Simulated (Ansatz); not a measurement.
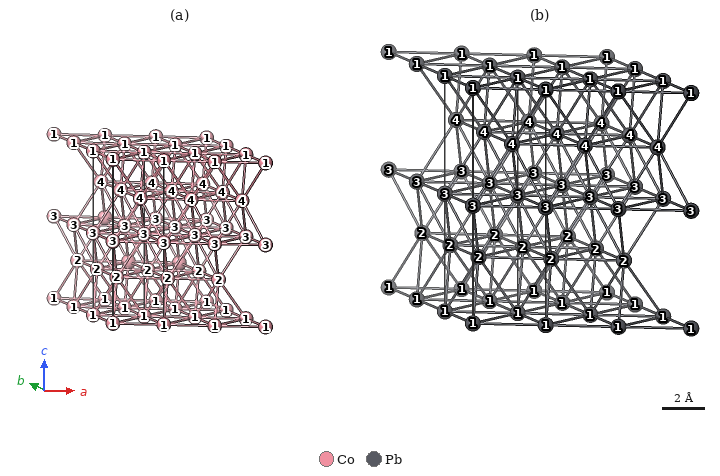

Left: a crystal of Co (set up in P6_3/mmc). Right: the same structure after one change, at the same scale. A ball-and-stick model of the cell of the calculation, repeated 3 × 3 × 1 with one cell outlined, seen slightly off an axis.

These are results of DFT PBE, scalar-relativistic, plane waves, PAW (Ansatz), not measurements. Set-up: plane-wave cutoff 420 eV; occupations gaussian; smearing width 0.1 eV. The k-mesh is chosen for each cell (18×18×6, 12×12×4). Spin polarisation is switched on in some of the runs only.

Q: What was changed?

A: Every cobalt atom is replaced by lead, which gives Pb. Cell and atoms are relaxed again (to zero pressure within 0.1 GPa, forces under 0.01 eV/Å).

Q: What does the change do?

A: The volume per atom goes from 10.88 to 31.96 Å³. The absolute magnetisation per cell goes from 7.15 to 0.00 μB (net moment 6.52 and 0.00 μB). The drawn cell changes as follows: a = b 2.492 → 3.564 Å (+43.0 %), c 8.093 → 11.620 Å (+43.6 %); the volume changes by +193.8 %. The space group stays P6_3/mmc (No. 194).
